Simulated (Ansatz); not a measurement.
Si (slab)

```
Si
1.0
     3.86771    0.00000    0.00000
     0.00000   11.60312    0.00000
     0.00000    0.00000   30.58390
Si
18
Direct
  0.00000 0.12578 0.24413
  0.00000 0.47285 0.24588
  0.00000 0.80072 0.24463
  0.00000 0.96275 0.29200
  0.00000 0.29775 0.28617
  0.00000 0.63919 0.29204
  0.50000 0.96122 0.33719
  0.50000 0.29852 0.33049
  0.50000 0.64061 0.33713
  0.50000 0.80110 0.38648
  0.50000 0.13531 0.37641
  0.50000 0.46433 0.37462
  0.00000 0.80076 0.43455
  0.00000 0.13232 0.42175
  0.00000 0.46374 0.41934
  0.00000 0.61744 0.46648
  0.00000 0.98028 0.46975
  0.00000 0.30025 0.46218
```

Not relaxed (largest force 0.9 eV/Å).

Level of theory: Ansatz 0.2.0, DFT PBE, scalar-relativistic, plane waves, PAW.

The density is the valence pseudo-density of a PAW calculation; it isn't the true density close to the nuclei.

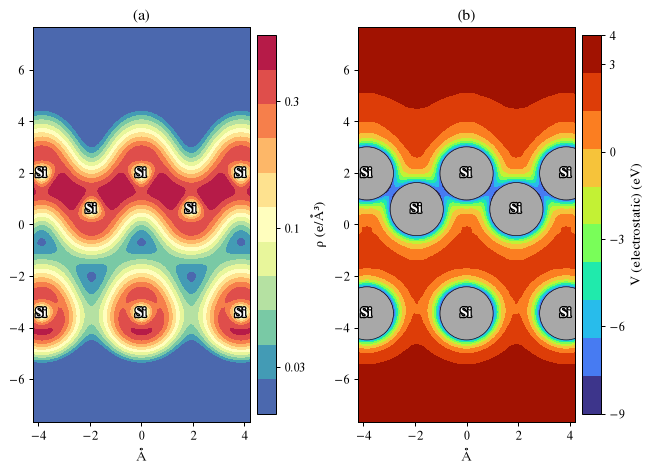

Figure 1. (a) valence pseudo-density; (b) electrostatic potential energy of an electron on the (010) plane of the calculation cell, a cut from vacuum to vacuum. Grey discs cover the atomic cores in the potential map.

> What does the map show?

The section cuts through Si sites. Si–Si (2.38 Å): ρ at the midpoint is about 0.53 e/Å³. The density dies away to nearly zero in the vacuum. Outside the cores the potential energy rises away from the atoms and is highest in the vacuum; its zero is arbitrary.

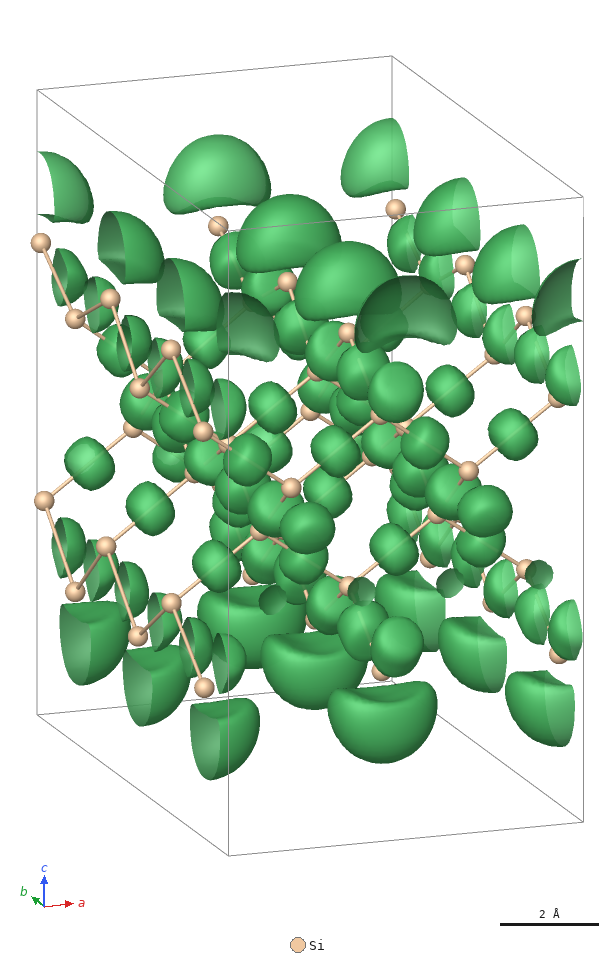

Figure 2. Isosurface of the ELF at 0.85 (green), seen slightly off an axis. Core shells and regions of very low density are left out. Sticks mark near contacts.

> Describe the localisation domains.

The surface consists of 30 regions between bonded Si–Si atoms and six lobes on Si, pointing away from the bonds (lone pairs), counted in one cell of 18 atoms. Counts are for one cell; the picture repeats the cell along the surface.


Si–Si (2.29 Å): the ELF peaks at about 0.95 between the atoms. Si–Si (2.34 Å): the ELF peaks at about 0.95 between the atoms.

> Does the calculation make it a metal, or give it a gap?

It is metallic or semimetallic at this level of theory: no gap opens.
